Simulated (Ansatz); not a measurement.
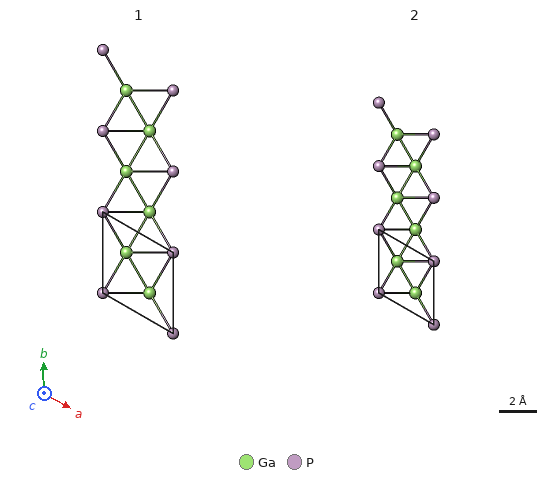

Two geometries of a crystal of GaP (a generated structure, set up in P6/mmm) (coarse preliminary run), drawn at one scale. One is the start of a relaxation, the other its converged end. The picture is a ball-and-stick view of the cell of the calculation, repeated 1 × 3 × 1 with one cell outlined, seen along the c axis.

The calculation used DFT PBE, scalar-relativistic, plane waves, PAW in Ansatz. (plane-wave cutoff 420 eV; k-point mesh 6 × 6 × 4; occupations gaussian; smearing width 0.1 eV; no spin polarisation; cell and atoms relaxed; force threshold 0.04 eV/Å; at most 70 steps)

Q: Which one is relaxed?

A: Structure 1 is the relaxed one. Over 12 accepted moves (15 points after the start) the energy falls by 7.397 eV per cell of the calculation. Largest force component: 3.5 eV/Å at the start, 0.035 eV/Å at the end. Pressure: 51.32 GPa at the start and −0.08 GPa at the end. The line search rejected the trial step at point 13 of the run. The SCF was repeated twice at an unchanged geometry on a basis and grid sized afresh for the cell, which shifted the energy by 0.283 eV per cell of the calculation at most. The largest moves relative to the cell, 0.029 Å, are those of P atoms. Ga stays in place. The drawn cell changes as follows: a = b 3.489 → 4.455 Å (+27.7 %), c 7.403 → 5.766 Å (−22.1 %); the volume changes by +27.0 %. Among the contacts that change: P–P 2.847 → 2.275 Å, Ga–Ga 2.014 → 2.572 Å, Ga–P 2.467 → 2.812 Å. Bond angles that change, for instance: Ga–P–Ga 109.5° → 132.3°, Ga–P–Ga 90.0° → 104.7°. The space group stays P6/mmm (No. 191). Cost: 110 s on 1 thread of AMD EPYC (Zen 3) (shared host), peak memory 0.4 GiB.
